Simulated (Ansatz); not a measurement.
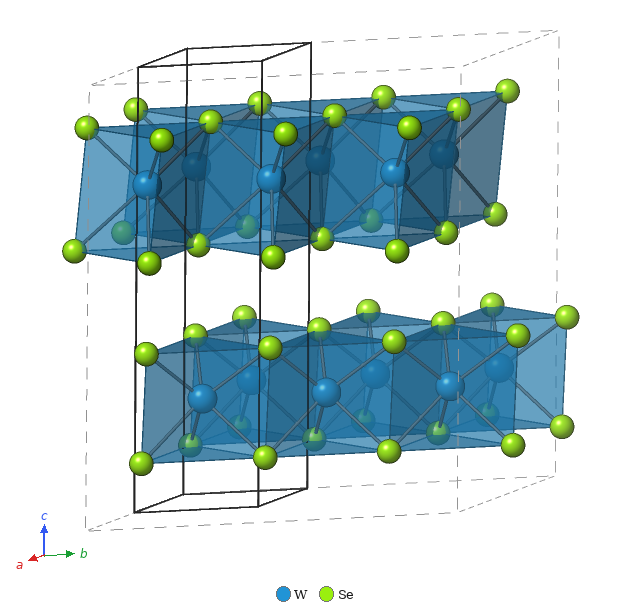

Shown here is a polyhedral view of the crystal, taken slightly off an axis. Solid lines give the unit cell, repeated here 2×3×1 times. A few atoms beyond the faces are included.

The lattice constants are a = 3.33 Å, b = 3.48 Å, c = 12.56 Å, α = 87.81°, β = 91.15°, γ = 121.73°.

The composition is WSe₂.

> Describe the environment of the Se atoms.

Each Se has three W in a trigonal pyramidal arrangement at about 2.3 to 2.9 Å.

> What does the coordination shell of W look like?

Six Se in a distorted trigonal prismatic arrangement at about 2.3 to 2.9 Å. Not all metal-metal contacts are counted.

> How far does the bonding extend?

The bonds build WSe2 layers parallel to (001).

> Identify the parent structure behind the distortion.

It is a distorted form of a primitive hexagonal structure, space group P6_3/mmc (No. 194) within 0.60 Å: 2H molybdenite (MoS₂) type.

> What polyhedra appear, and what do they share?

The polyhedra are WSe6 trigonal prisms; they share edges.

The geometry is that of a known structure type with the cell strained and the atoms shaken on purpose, without relaxation. It went into a calculation with Ansatz.

At this level of theory the cell isn't at rest (forces up to 3.9 eV/Å), so its distances can differ from those at equilibrium, the more so the softer the solid.
